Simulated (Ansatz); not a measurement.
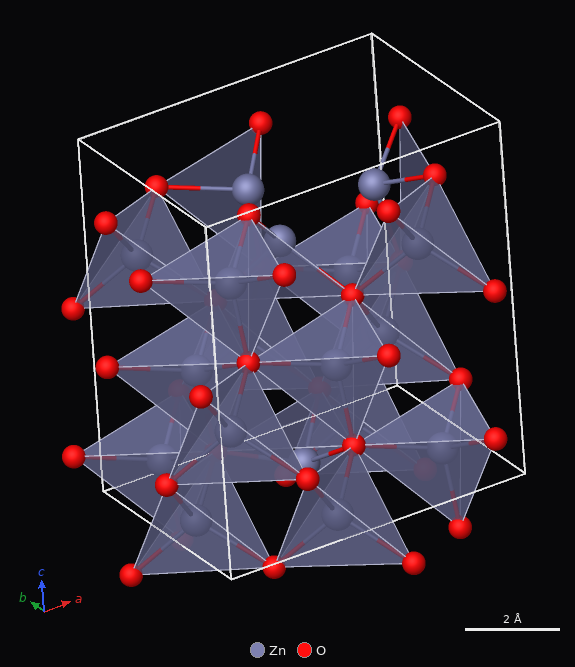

The image is a polyhedral drawing of a crystal, viewed slightly off an axis. Lines trace the edges of the simulation cell. Some atoms of the next cells are drawn as well.

Chemical formula Zn$_{18}$O$_{17}$. The atoms follow space group R3m (No. 160); the Bravais lattice is rhombohedral (trigonal R). The cell holds 35 atoms (18 Zn, 17 O), Z = 1. About every O there are four Zn in a tetrahedral arrangement at about 1.9 Å. With all contacts inside bonding distance counted, the coordination numbers are Zn 3 to 4 (mean 3.8). The bonds build a three-dimensional framework.

The starting point was a structure listed in the Materials Project, repeated into a supercell with a point defect put in. The atoms were relaxed in a fixed cell with Ansatz, DFT LDA, scalar-relativistic, plane waves, PAW.
